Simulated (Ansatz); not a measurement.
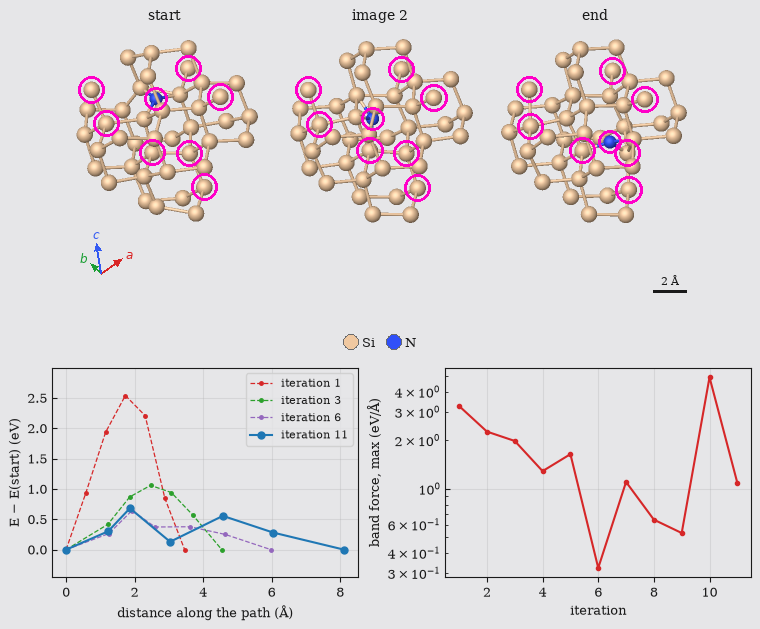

A nudged-elastic-band calculation for Si with an interstitial N (17 atoms in the cell). Images are numbered from 0 (start) to 6 (end). The plot follows the band through its iterations. The picture is a ball-and-stick view of the atoms within 5.7 Å of the middle of the path, seen slightly off an axis. The atoms that move most are ringed. Bonds to atoms that aren't drawn are left out.

Computed with DFT PBEsol, scalar-relativistic, plane waves, PAW (Ansatz). Settings: plane-wave cutoff 420 eV; k-point mesh 2 × 2 × 2; Gaussian smearing 0.02 eV; spin collinear; 5 movable images; climbing image; force threshold 0.03 eV/Å; iteration limit 11; starting path by straight interpolation.

Judge this run.

Answer. The result isn't final. The band hadn't converged when the run stopped after 11 iterations. The largest component of the band force went from 3.3 to 1.1 eV/Å. The barrier read from it is provisional: over the last two iterations the highest image moved from 0.62 eV to 0.68 eV. The first iteration put the highest image at 2.54 eV. The barrier is about 0.68 eV in both directions, with image 2 at the top; the ends have nearly the same energy. The profile has 2 maxima (images 2, 4) with a dip at image 3 (+0.13 eV), which on an unconverged band is provisional.

Limits of the set-up: the periodic images lie only 7.7 Å apart, so the values are limited by the cell's size.

PAW datasets: the set soft_1.
